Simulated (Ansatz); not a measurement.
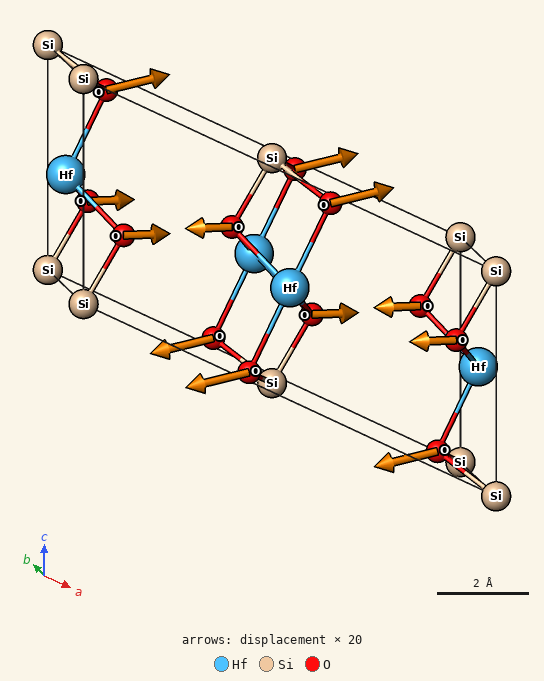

A relaxation of a crystal of HfSiO4 (built on the CaPbI4-12 type type). The starting structure is drawn; orange arrows show the displacements (the part carried along by the change of the cell is left out), 20 times their true length.

Style: ball-and-stick. Shown: the conventional cell (2 times the calculation's cell), slightly off an axis. Lengths and directions refer to the drawn axes.

All numbers below come from DFT, r2SCAN+rVV10, plane waves, PAW (Ansatz).

Input file:
```yaml
crystal:
  lattice:
    - [5.4206581764, -1.4884670152, -0.003739274]
    - [5.4206581764, 1.4884670152, -0.003739274]
    - [-2.4955256823, 0.0, 4.5318257545]
  atoms:
    - { symbol: Hf, position: [0.5, 0.5, 0.5] }
    - { symbol: Si, position: [0.0, 0.0, 0.0] }
    - { symbol: O, position: [0.5987880535, 0.5987880535, 0.2375421178] }
    - { symbol: O, position: [0.0969832, 0.0969832, 0.8054963824] }
    - { symbol: O, position: [0.4012119465, 0.4012119465, 0.7624578822] }
    - { symbol: O, position: [0.9030168, 0.9030168, 0.1945036176] }
kpoints:
  mp_grid: { grid: [8, 8, 6] }
hamiltonian:
  xc: r2scan
  dispersion: rvv10
scf:
  occupations: { method: fermi_dirac, width: 0.03 }
relax:
  f_tol: 0.01
  cell: {}
  max_steps: 120
output:
  write_density: true
  write_potential: true
  elf: true
  volumetric_format: npy
```

Run as
```bash
ansatz run input.yaml --threads 2 --pin off --max-ram 20275MiB --backend cpu --events-out ev --progress --plain --runs-dir out
```

Which element moves most?

Answer. Oxygen: up to 0.075 Å, against 0.000 Å for silicon.

What did the optimiser do to the structure, and how much energy did it gain?

Answer. The largest moves relative to the cell, 0.075 Å, are those of O3 and O5. O5 goes roughly along [2 0 3]. Si and Hf stay in place. Cell: a 10.781 → 10.168 Å (−5.7 %), b 2.977 → 2.979 Å (+0.1 %), c 5.173 → 5.177 Å (+0.1 %), β 118.3° → 120.7°. Volume −7.8 %. Near-neighbour distances that change, for instance: Si2–O4 1.772 → 1.756 Å, Hf1–O3 2.097 → 2.102 Å. The space group stays C2/m (No. 12). Over 6 accepted moves (7 points after the start) the energy falls by 8.1 meV per atom. The largest force component goes from 0.13 to 0.00093 eV/Å. The pressure goes from −1.59 to 0.04 GPa. At 1 point the geometry stayed and the basis and grid were re-selected for the new cell (energy shift of 0.6 meV per atom at most each time). The run took 2.1 min on 2 threads of AMD EPYC 7R13 Processor (Zen 3), on a shared host, peak memory 1.3 GiB.
